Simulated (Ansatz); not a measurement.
Given this structure:

```cif
data_structure
_symmetry_space_group_name_H-M 'P 1'
_symmetry_Int_Tables_number 1
_cell_length_a 3.3209
_cell_length_b 3.3209
_cell_length_c 22.8166
_cell_angle_alpha 90.000
_cell_angle_beta 90.000
_cell_angle_gamma 120.000
_cell_volume 217.92
loop_
_atom_site_label
_atom_site_type_symbol
_atom_site_fract_x
_atom_site_fract_y
_atom_site_fract_z
_atom_site_occupancy
W1 W 0.66667 0.33333 0.00011 1
Se1 Se 0.33333 0.66667 0.07366 1
Se2 Se 0.00000 0.00000 0.25990 1
W2 W 0.33333 0.66667 0.33345 1
Se3 Se 0.00000 0.00000 0.40699 1
Se4 Se 0.66667 0.33333 0.59323 1
W3 W 0.00000 0.00000 0.66678 1
Se5 Se 0.66667 0.33333 0.74032 1
Se6 Se 0.33333 0.66667 0.92657 1
```

Describe what this structure looks like.

The solid is WSe2. The lattice is rhombohedral (trigonal R) and the space group R3m (No. 160). There are 9 atoms in the cell: 3 W, 6 Se. Each W is bonded to six Se in a trigonal prismatic arrangement at 2.55 Å. Each Se is bonded to three W in a trigonal pyramidal arrangement at 2.55 Å. Not all metal-metal contacts are counted. The bonds build WSe2 layers parallel to (001).

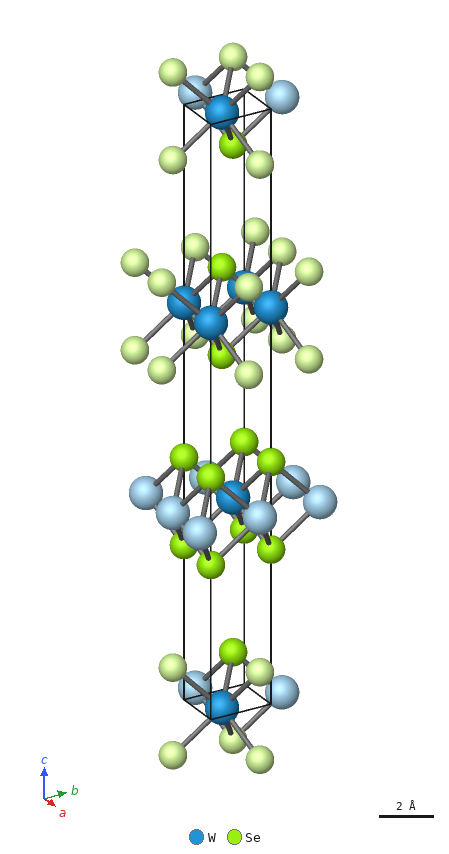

Structure drawing (ball-and-stick), viewed slightly off an axis. The edges of the conventional unit cell are marked. Atoms of adjacent cells appear where they bond to atoms in the box, in fainter colours.

Starting structure: a structure listed in the Materials Project, with elements exchanged, so it need not be a known form of the compound. Earlier steps of the study may have refined or changed the cell and positions. Ansatz was used for an electronic-structure calculation on it.
